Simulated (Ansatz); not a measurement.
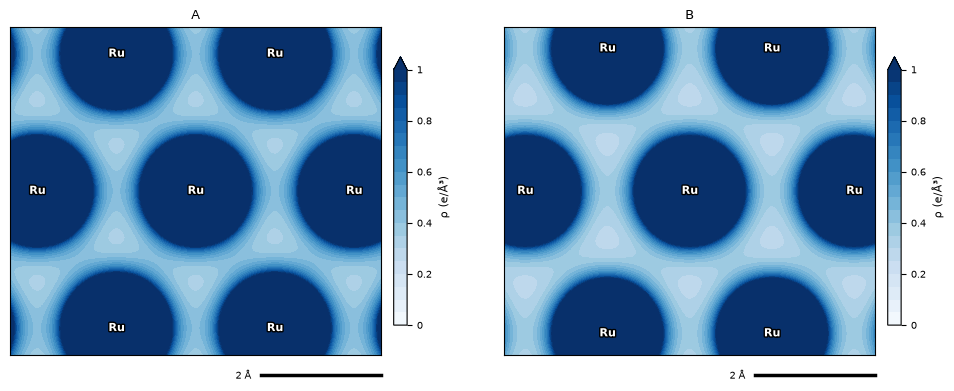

Ru. The valence pseudo-density of two cells that differ in size, on the (111) plane of each (indices in the axes of the calculation cell), at one length scale and on one colour scale: B has 15.4 Å³ an atom and A 13.8.

These are results of DFT PBE, scalar-relativistic, plane waves, PAW in Ansatz, not measurements.

The larger cell:

```
CELL_PARAMETERS angstrom
0.10002 2.02653 2.02653
2.02653 0.10002 2.02653
2.02653 2.02653 0.10002
ATOMIC_POSITIONS crystal
Ru 0.00000 0.00000 0.00000
```

The smaller cell: a = 2.767 Å, b = 2.767 Å, c = 2.767 Å, α = 56.60°, β = 56.60°, γ = 56.60°.

What does the compression do to the bonding and the properties?

From the larger cell to the smaller, Ru–Ru goes from 2.72 to 2.62 Å, and the density at its midpoint from 0.37 to 0.44 e/Å³; the pressure goes from −24 to 3.3 GPa.
